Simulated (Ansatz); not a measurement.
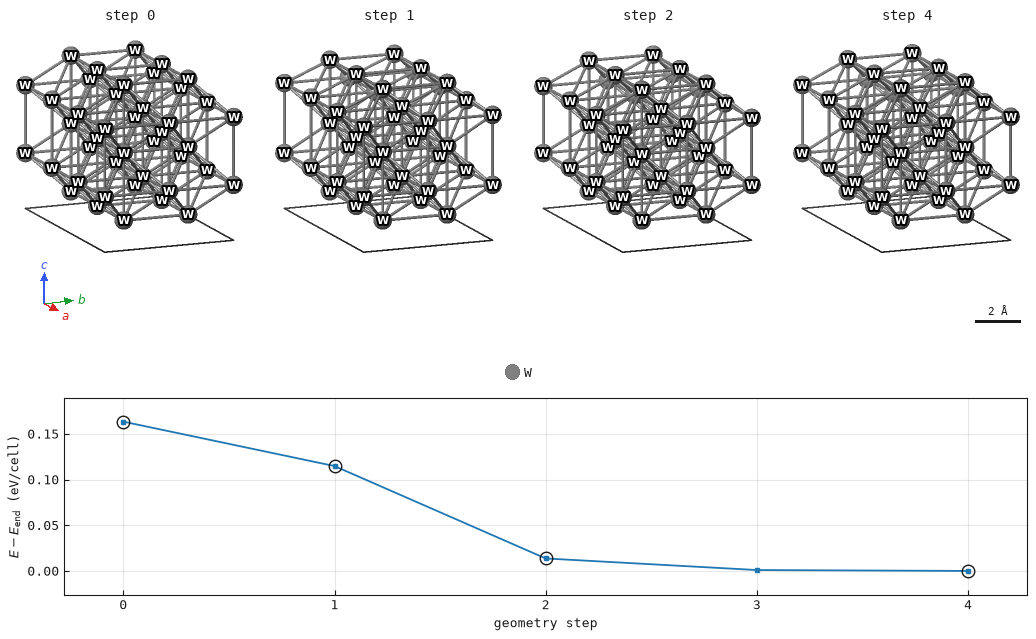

Frames of a constrained relaxation of a slab of composition W (cut from the Im-3m phase), marked on the history of the run. Style: ball-and-stick. Shown: the 3 × 2 repeat of the cell, outlined in the plane, without the vacuum, slightly off an axis.

Case: clean slab, lower half held. The slab is the (1 0 0) face of W. 2 atoms are held fixed.

Method: DFT PBEsol, scalar-relativistic, plane waves, PAW (Ansatz 0.2.0).

Input file:
```yaml
crystal:
  lattice:
    - [3.1543602768, 0.0, 0.0]
    - [0.0, 3.1543602768, 0.0]
    - [0.0, 0.0, 23.3087205537]
  atoms:
    - { symbol: W, position: [0.5, 0.5, 0.3646703808] }
    - { symbol: W, position: [0.0, 0.0, 0.4323351904] }
    - { symbol: W, position: [0.5, 0.5, 0.5] }
    - { symbol: W, position: [0.0, 0.0, 0.5676648096] }
    - { symbol: W, position: [0.5, 0.5, 0.6353296192] }
basis:
  ecutwfc: 420
kpoints:
  mp_grid: { grid: [9, 9, 1] }
hamiltonian:
  xc: pbesol
scf:
  occupations: { method: gaussian, width: 0.1 }
output:
  forces: true
  eigenvalues: true
  write_density: true
  write_potential: true
  elf: true
  volumetric_format: npy
relax:
  adjacent_minimum: "off"
  f_tol: 0.03
  max_steps: 70
  constraints: [{ sites: [0, 1] }]
efield:
  axis: 3
  dipole_correction: true
  ramp_width: 0.04
```

Launched with:
```bash
ansatz run input.yaml --threads 2 --pin off --max-ram 5120MiB --backend cpu --events-out ev --progress --plain --runs-dir out
```

Describe the path.

Answer. The largest move is that of W5, 0.17 Å along the normal (−c). The cell doesn't change. Among the contacts that change: W3–W5 3.154 → 3.021 Å, W4–W5 2.732 → 2.632 Å, W1–W3 3.154 → 3.120 Å, W3–W4 2.732 → 2.759 Å. After 4 geometry steps the energy has fallen by 0.163 eV per cell of the calculation. Largest force component: 1.7 eV/Å at the start, 0.0054 eV/Å at the end. From step 0 to 1: W5 moves most (0.19 Å), energy −48.6 meV per cell of the calculation. From step 1 to 2: W4 moves most (0.14 Å), energy −0.101 eV per cell of the calculation. From step 2 to 4: W5 moves most (0.06 Å), energy −13.7 meV per cell of the calculation.

```
step  E − E(0), meV/atom  largest force component, eV/Å
   0                0.00                         1.7214
   1               -9.72                         1.6646
   2              -29.94                         0.3075
   3              -32.48                         0.1115
   4              -32.67                         0.0054
```
